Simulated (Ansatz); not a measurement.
# How much does Rh in Ag(111), 2x2 scatter?

Wanted: the reflection from a plane of defects, Rh in Ag(111), 2x2, and the resistivity it implies.

Method: Ansatz plane-wave DFT, PBE, PAW files; ballistic transport by layer matching (Landauer), zero bias; PAW set soft_1, in Ansatz 0.2.0.

## Step 1: The starting structure

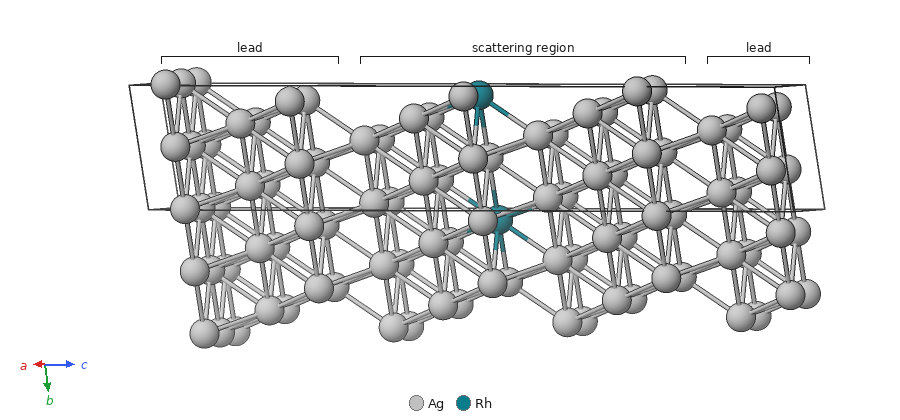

The starting structure, seen from the side, with the c axis across the page (silver light grey, rhodium blue). 1×2×1 cells are drawn. Some periodic images of atoms are drawn too.

The cell holds 44 atoms: 43 Ag and 1 Rh. Cell: a = 5.779 Å, b = 5.779 Å, c = 26.004 Å, α = 86.8°, β = 93.2°, γ = 120.0°. It derives from Ag. Regions: lead, 24 atoms (24 Ag); scattering region, 20 atoms (19 Ag and 1 Rh). The structure is stacked along c, and the current runs across the ab planes.

## Step 2: Transmission at ideal sites

The defect sits in one plane of the supercell, all atoms on ideal sites; the layers about the cell's end are the lead. The mesh across the current, 10×10, is finer than the density's, because channels open and close sharply across the zone. Energies from -0.1 to 0.1 eV in steps of 0.05 eV are too few for the program's thermal sum, so it prints no conductance; for a metal the transmission near the Fermi level serves, at a fraction of the cost.

File input.yaml:

```yaml
crystal:
  lattice:
    - [5.7787594586, 0.0, 0.0]
    - [-2.8893797293, 5.0045524935, 0.0]
    - [-1.4446898646, 0.8340920822, 25.9508553696]
  atoms:
    - { symbol: Ag, position: [0.0075757576, 0.9924242424, 0.0454545455] }
    - { symbol: Ag, position: [0.0075757576, 0.4924242424, 0.0454545455] }
    - { symbol: Ag, position: [0.5075757576, 0.9924242424, 0.0454545455] }
    - { symbol: Ag, position: [0.5075757576, 0.4924242424, 0.0454545455] }
    - { symbol: Ag, position: [0.1893939394, 0.3106060606, 0.1363636364] }
    - { symbol: Ag, position: [0.1893939394, 0.8106060606, 0.1363636364] }
    - { symbol: Ag, position: [0.6893939394, 0.3106060606, 0.1363636364] }
    - { symbol: Ag, position: [0.6893939394, 0.8106060606, 0.1363636364] }
    - { symbol: Ag, position: [0.3712121212, 0.1287878788, 0.2272727273] }
    - { symbol: Ag, position: [0.3712121212, 0.6287878788, 0.2272727273] }
    - { symbol: Ag, position: [0.8712121212, 0.1287878788, 0.2272727273] }
    - { symbol: Ag, position: [0.8712121212, 0.6287878788, 0.2272727273] }
    - { symbol: Ag, position: [0.053030303, 0.946969697, 0.3181818182] }
    - { symbol: Ag, position: [0.053030303, 0.446969697, 0.3181818182] }
    - { symbol: Ag, position: [0.553030303, 0.946969697, 0.3181818182] }
    - { symbol: Ag, position: [0.553030303, 0.446969697, 0.3181818182] }
    - { symbol: Ag, position: [0.2348484848, 0.2651515152, 0.4090909091] }
    - { symbol: Ag, position: [0.2348484848, 0.7651515152, 0.4090909091] }
    - { symbol: Ag, position: [0.7348484848, 0.2651515152, 0.4090909091] }
    - { symbol: Ag, position: [0.7348484848, 0.7651515152, 0.4090909091] }
    - { symbol: Rh, position: [0.4166666667, 0.0833333333, 0.5] }
    - { symbol: Ag, position: [0.4166666667, 0.5833333333, 0.5] }
    - { symbol: Ag, position: [0.9166666667, 0.0833333333, 0.5] }
    - { symbol: Ag, position: [0.9166666667, 0.5833333333, 0.5] }
    - { symbol: Ag, position: [0.0984848485, 0.9015151515, 0.5909090909] }
    - { symbol: Ag, position: [0.0984848485, 0.4015151515, 0.5909090909] }
    - { symbol: Ag, position: [0.5984848485, 0.9015151515, 0.5909090909] }
    - { symbol: Ag, position: [0.5984848485, 0.4015151515, 0.5909090909] }
    - { symbol: Ag, position: [0.2803030303, 0.2196969697, 0.6818181818] }
    - { symbol: Ag, position: [0.2803030303, 0.7196969697, 0.6818181818] }
    - { symbol: Ag, position: [0.7803030303, 0.2196969697, 0.6818181818] }
    - { symbol: Ag, position: [0.7803030303, 0.7196969697, 0.6818181818] }
    - { symbol: Ag, position: [0.4621212121, 0.0378787879, 0.7727272727] }
    - { symbol: Ag, position: [0.4621212121, 0.5378787879, 0.7727272727] }
    - { symbol: Ag, position: [0.9621212121, 0.0378787879, 0.7727272727] }
    - { symbol: Ag, position: [0.9621212121, 0.5378787879, 0.7727272727] }
    - { symbol: Ag, position: [0.1439393939, 0.8560606061, 0.8636363636] }
    - { symbol: Ag, position: [0.1439393939, 0.3560606061, 0.8636363636] }
    - { symbol: Ag, position: [0.6439393939, 0.8560606061, 0.8636363636] }
    - { symbol: Ag, position: [0.6439393939, 0.3560606061, 0.8636363636] }
    - { symbol: Ag, position: [0.3257575758, 0.1742424242, 0.9545454545] }
    - { symbol: Ag, position: [0.3257575758, 0.6742424242, 0.9545454545] }
    - { symbol: Ag, position: [0.8257575758, 0.1742424242, 0.9545454545] }
    - { symbol: Ag, position: [0.8257575758, 0.6742424242, 0.9545454545] }
kpoints:
  mp_grid: { grid: [4, 4, 1] }
hamiltonian:
  xc: pbe
  pseudopotentials: { kind: paw, azcp: { folder: soft_1 } }
scf:
  occupations: { method: fermi_dirac, width: 0.1 }
output:
  transmission: { leads: [[0, 4]], kmesh: [10, 10], e_range: [-0.1, 0.1], de: 0.05 }
  write_potential: true
  write_density: true
  volumetric_format: npy
  elf: true
```

Launch:

```
ansatz run input.yaml --threads 4 --pin off --max-ram 15360MiB --backend cpu --events-out ev --progress --plain --runs-dir out
```

Numbers of over 12 decimals in the logs are rounded to 6 here.

The log of the run:

```text
Engine: ansatz 0.2.0, x86_64-unknown-linux-gnu
Pseudopotentials: kind: paw
Pseudopotential: Ag, paw, valence charge 19, recommended cutoff 420 eV (normal), soft_1/Ag.paw.azcp
Pseudopotential: Rh, paw, valence charge 17, recommended cutoff 420 eV (normal), soft_1/Rh.paw.azcp
Functional definition: PBE
  parameter kappa = 0.804
  parameter beta = 0.066725
  exchange = pbe_x(kappa = kappa, mu = beta*pi^2/3)
  correlation = pbe_c(beta = beta)
Crystal: 44 atoms, lattice volume = 750.501 Å³
Basis set: ecut = 420 eV, 14721 PW (Γ)
Bands: 501, of which v1, the nominal top of the filled ones, is band 417 counted from 1 (416 counted from 0)
Symmetry: 4 space group operations
Space group: C2/m (ITA 12), of the structure as read, at distance tolerance 9.1e-5 Å
k-points: 7 of 16
Non-local potential: Ag, projectors of the file, l = 0: 3, l = 1: 2, l = 2: 2, l = 3: 1
Non-local potential: Rh, projectors of the file, l = 0: 3, l = 1: 2, l = 2: 2, l = 3: 1
PAW form: soft (Blöchl's): semilocal exchange-correlation on the pseudo side does not see the compensation charge
PAW one-centre angular grid: Ag, 590 points (default); XC on 64 Gauss nodes
PAW one-centre angular grid: Rh, 590 points (default); XC on 64 Gauss nodes
Initial density: superposition of atomic densities (chi_scale 0.1, normalization cell, long waves 53 % of neutral atoms (reshape's long-wave potential 1.53 eV rms, cloud 2.87 Å wide))
Initial wavefunctions: pseudopotential atomic-orbital guess
Functional: x = pbe(κ = 0.804, μ = 0.219515), c = pbe(β = 0.066725)
SCF iter   1: F=—  HF=-332818.194915 eV  |F-HF|=—  |Δ(HF+E_count)|=         —  Δρ=1.24e-1  dr2=8.93e2  ethr=3.10e-3  ⟨swp⟩=4.0  Hψ=10496  notcnv=0  defer=54
preconditioner: auto → Kerker (q_TF=auto, 2.777 Å⁻¹)  [metal: Δε(μ)=0.020 eV  Ē_g=10.218 eV  σ=0.100 eV  W_gap=0.05  n_scr=292 (ndim 8)  ℏωp=29.8 eV  f_vac=0.000  D(μ)=13.72/eV (n_scr^D=80)]
SCF iter   2: F=—  HF=-332801.966414 eV  |F-HF|=—  |Δ(HF+E_count)|=    1.62e1  Δρ=3.69e-2  dr2=1.51e2  ethr=3.10e-3  ⟨swp⟩=2.0  Hψ=5927  notcnv=0  defer=408
SCF iter   3: F=—  HF=-332798.883027 eV  |F-HF|=—  |Δ(HF+E_count)|=    3.08e0  Δρ=1.45e-2  dr2=4.14e1  ethr=3.10e-3  ⟨swp⟩=2.0  Hψ=3324  notcnv=0  defer=408
SCF iter   4: F=—  HF=-332798.055199 eV  |F-HF|=—  |Δ(HF+E_count)|=   8.28e-1  Δρ=4.37e-3  dr2=9.11e0  ethr=3.10e-3  ⟨swp⟩=1.7  Hψ=4050  notcnv=0  defer=409
SCF iter   5: F=—  HF=-332797.910620 eV  |F-HF|=—  |Δ(HF+E_count)|=   1.45e-1  Δρ=3.29e-3  dr2=2.09e0  ethr=1.09e-3  ⟨swp⟩=1.3  Hψ=3083  notcnv=0  defer=415
SCF iter   6: F=—  HF=-332797.879485 eV  |F-HF|=—  |Δ(HF+E_count)|=   3.11e-2  Δρ=2.22e-3  dr2=4.52e-1  ethr=2.51e-4  ⟨swp⟩=1.1  Hψ=3078  notcnv=0  defer=418
SCF iter   7: F=—  HF=-332797.872620 eV  |F-HF|=—  |Δ(HF+E_count)|=   6.87e-3  Δρ=1.18e-3  dr2=1.14e-1  ethr=5.42e-5  ⟨swp⟩=1.0  Hψ=3762  notcnv=0  defer=422
SCF iter   8: F=—  HF=-332797.869968 eV  |F-HF|=—  |Δ(HF+E_count)|=   2.65e-3  Δρ=5.38e-4  dr2=2.91e-2  ethr=1.37e-5  ⟨swp⟩=1.0  Hψ=3351  notcnv=0  defer=427
SCF iter   9: F=—  HF=-332797.868936 eV  |F-HF|=—  |Δ(HF+E_count)|=   1.03e-3  Δρ=1.32e-4  dr2=1.36e-3  ethr=3.49e-6  ⟨swp⟩=1.0  Hψ=3072  notcnv=0  defer=427
SCF iter  10: F=—  HF=-332797.868849 eV  |F-HF|=—  |Δ(HF+E_count)|=   8.68e-5  Δρ=3.20e-5  dr2=9.39e-5  ethr=1.62e-7  ⟨swp⟩=1.9  Hψ=3199  notcnv=0  defer=427
SCF iter  11: F=—  HF=-332797.869595 eV  |F-HF|=—  |Δ(HF+E_count)|=   7.46e-4  Δρ=1.16e-5  dr2=2.53e-6  ethr=1.13e-8  ⟨swp⟩=2.0  Hψ=3745  notcnv=0  defer=427
SCF iter  12: F=—  HF=-332797.869595 eV  |F-HF|=—  |Δ(HF+E_count)|=   6.90e-8  Δρ=5.64e-6  dr2=4.62e-7  ethr=3.03e-10  ⟨swp⟩=2.0  Hψ=4953  notcnv=0  defer=427
SCF iter  13: F=-332797.869595 eV  HF=-332797.869595 eV  |F-HF|=1.95e-8  |Δ(HF+E_count)|=   7.50e-8  Δρ=1.24e-6  dr2=2.70e-8  ethr=1.20e-11  ⟨swp⟩=9.3  Hψ=13618  notcnv=0
SCF 1 converged in 13 iterations: F = -332797.869595 eV  dr2 = 2.70e-8
  greatest PAW one-centre occupation: 1.001 electrons in one spin orbital (limit 2), on the Ag atom at site 22 (counted from 0), in its partial waves of l = 0
transmission: 106 of 1054 steps passed
transmission: 218 of 1054 steps passed
[...]
transmission: 1054 of 1054 steps passed
SCF converged after 13 iterations
Free energy (F): -332797.869595 eV
Harris-Foulkes:  -332797.869595 eV  (|F-HF|=1.95e-8)
Internal energy: -332797.323280 eV  (E = F + TS)
E sigma→0 (E₀):  -332797.596437 eV
Entropy (-TS):   -0.546315 eV (-12.416 meV/atom)
Fermi energy:    17.156062 eV
--- Per-component energies (eV) ---
  E_band       = -10323.465853
  E_kinetic    = 20653.558824
  E_local      = -91439.741807  (includes V_loc(G=0)·N_el)
  E_nonlocal   = 1663.232154
  E_hartree    = 44751.928194
  E_xc         = -7046.230018
  E_vxc        = -8917.223458  (∫ρ·V_xc dr)
  E_paw        = -173681.890245  (= ΣΔE_a)
  E_vpaw       = -21787.185098  (= ΣTr[D̂ρ^β])
  E_aug_tail   = 0.016409  (compensation charges beyond the density's cutoff)
  E_ewald      = -127698.196790
  E_smearing   = -0.546315  (= −TS)
  E_closure    = -0.000000  (closes the sum)
  Σ components = -332797.869595   (vs F -332797.869595, Δ=0.00e0)
--- Band table (eV; the first three rows and the last of 7) ---
  k-point 0: bands = [... 413 lower, 17.3280, 17.3378, 17.6558, 17.6868, 17.9284, 17.9632, 17.9858, 18.0071, ... 80 higher]
  k-point 1: bands = [... 413 lower, 16.8813, 16.9757, 17.0899, 17.0961, 17.1568, 17.3470, 17.4730, 17.5478, ... 80 higher]
  k-point 2: bands = [... 413 lower, 16.8488, 16.9360, 17.0873, 17.1090, 17.1562, 17.2227, 17.2626, 17.4283, ... 80 higher]
  k-point 6: bands = [... 413 lower, 16.8076, 16.8130, 16.8374, 16.8814, 17.1731, 17.3843, 17.4569, 17.4623, ... 80 higher]
--- Transmission ---
  basis      : 253 plane waves across, 34 finite elements along
  points     : 31, standing for a mesh of 10 x 10
  energies   : 5 from -0.100000 to 0.100000 eV about the Fermi level, 0.050000 eV apart; the leads are filled to 0.000000 eV, and channels, transmission and decay are at 0.000000 eV
  crystal 0  : Ag4, at the sites [0, 4], period 2.3592 Å, over 23.59 Å; its Hamiltonian steps by up to 8.6 meV
    offset         : up to 0.0000 Å between an atom of the period and one for which it stands
    channels       : 3.210000e0 a spin
    conductance    : none, the energies end too early or step too widely for 300 K: set another output.transmission.e_range or a lower de, or, where they end at an eighth of basis.ecutwfc, a higher one
  junction   : crystal 0 to crystal 0, 0.70 to 24.29 Å
    transmission   : 2.751729e0 a spin
    conductance    : none, the energies end too early or step too widely for 300 K: set another output.transmission.e_range or a lower de, or, where they end at an eighth of basis.ecutwfc, a higher one
```

The job ended after 3.4 min (4 threads of Intel Xeon Platinum 8375C at 2.90GHz (Ice Lake), shared host; peak memory 6.4 GiB).

Numbers from this step:

```yaml
free_energy: -332797.8696 eV
energy_at_zero_smearing: -332797.5964 eV
fermi_energy: 17.16 eV
cell_area: 28.92 Å²
transmission_per_spin_nearest_the_fermi_level: 2.752
open_channels_per_spin_nearest_the_fermi_level: 3.21
step_of_the_lead_s_potential: 8.6 meV
```

Per spin. Transmission, zone mean against energy, zero at the Fermi level:

| energy (eV) | transmission, zone mean |
| --- | --- |
| -0.1000 | 2.64 |
| -0.0500 | 2.71 |
| 0.0000 | 2.75 |
| 0.0500 | 2.79 |
| 0.1000 | 2.82 |

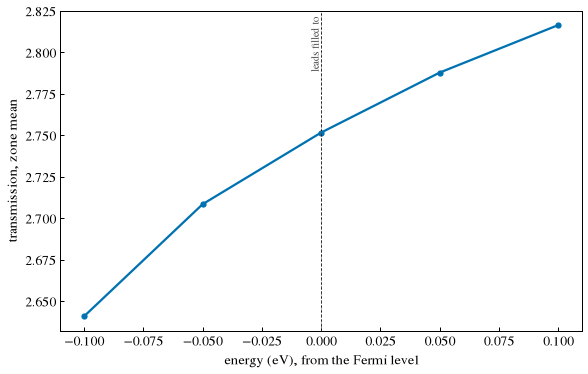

Transmission, zone mean, plotted against energy.

Per spin. The open channels, zone mean, lead stays at 3.21 for energy from -0.1 to 0.1 eV.

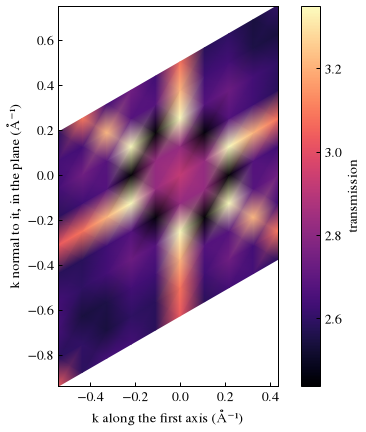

Transmission over k1 and k2. At 0.0000 eV from the Fermi level.

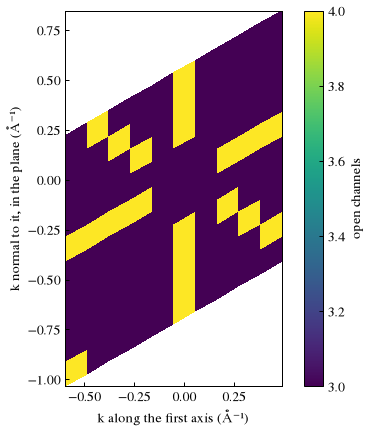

Open channels over k1 and k2. At 0.0000 eV from the Fermi level.

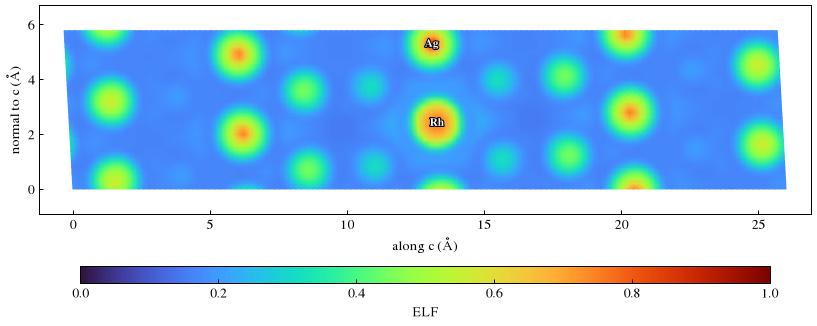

ELF in the ca plane at fractional y = 0.083, with atoms of Rh and Ag within 0.2 Å of it. It is the smooth field of the valence electrons, not physical close to the nuclei.

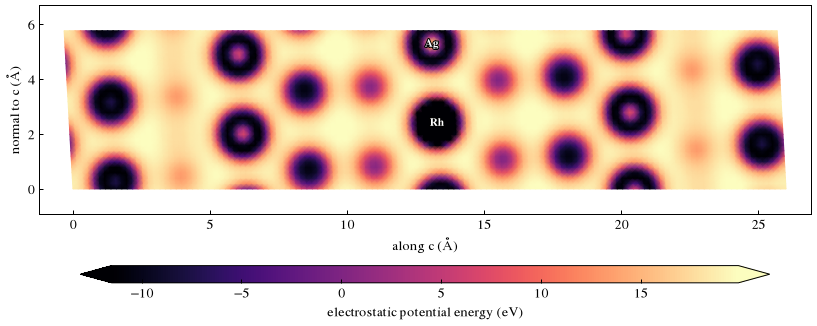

Electrostatic potential energy in the ca plane at fractional y = 0.083, with atoms of Rh and Ag within 0.2 Å of it. With pseudopotentials it is smooth inside the atoms' cores, unlike the true potential.

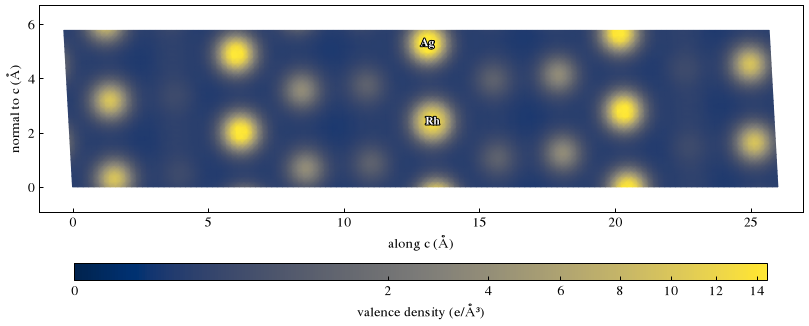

Valence density in the ca plane at fractional y = 0.083, with atoms of Rh and Ag within 0.2 Å of it. It is the smooth field of the valence electrons, not physical close to the nuclei. The colour scale is stretched toward low values.

Over the solved energies the transmission per spin lies between 2.64 and 2.82, out of 3.21 channels of the lead on average (up to 3.21).

## Step 3: Resistance at ideal sites

This step: Ansatz plane-wave DFT, PBE, PAW files; ballistic transport by layer matching (Landauer), zero bias; area resistance of the defect plane and resistivity an atomic per cent; PAW set soft_1 (Ansatz 0.2.0).

Numbers from this step:

```
area resistance                                                                                 : 0.1948 fΩ m²
T over the leads' mean channel count                                                            : 0.8565
resistivity per at.% scaled from this dense plane, with the factor 3/4 for isotropic scattering : 2.477 µΩ cm
```

Averaged over the energies near the Fermi level, 85.7 % of the channels pass, which makes 0.195 fΩ m².

By hand, with T and the leads' channels N averaged over the energies near the Fermi level: RA = A (h/2e²)(1/T − 1/N) = 28.92×10⁻²⁰ m² × 12 906 Ω × (1/2.749 − 1/3.210) = 0.195 fΩ m². Per atomic per cent: RA × A / V_atom × 0.01 × 3/4 = 2.48 µΩ cm, with the host's V_atom = 17.06 Å³.

## Step 4: What came out

| Quantity | Value |
| --- | --- |
| share of channels that pass, rigid | 0.857 |
| area resistance, rigid | 0.195 fΩ m² |
| resistivity per at.% from the area resistance, times 3/4, rigid | 2.48 µΩ cm |

In words: The plane of defects adds 0.19 fΩ m². Scaled to one atomic per cent that is 3.3 µΩ cm as it stands and 2.5 with the factor 3/4 for isotropic scattering on a spherical Fermi surface. These are rough estimates of the dilute value, not bounds. One Rh in each 2x2 cell reflects 14 % of the lead's channels. The defects form a dense periodic sheet that scatters coherently, unlike a dilute random alloy. T and N are means over the solved energies nearest the Fermi level.

[Logs are printed without paths, hosts, clocks, repeated set-up lines and the standing remarks that a program may print on its own settings, such as how far it seeks lower states.]

[Hosts, paths, dates, database ids (printed as entryN), source tags and the programs' standing remarks are cut or masked in the printed files.]
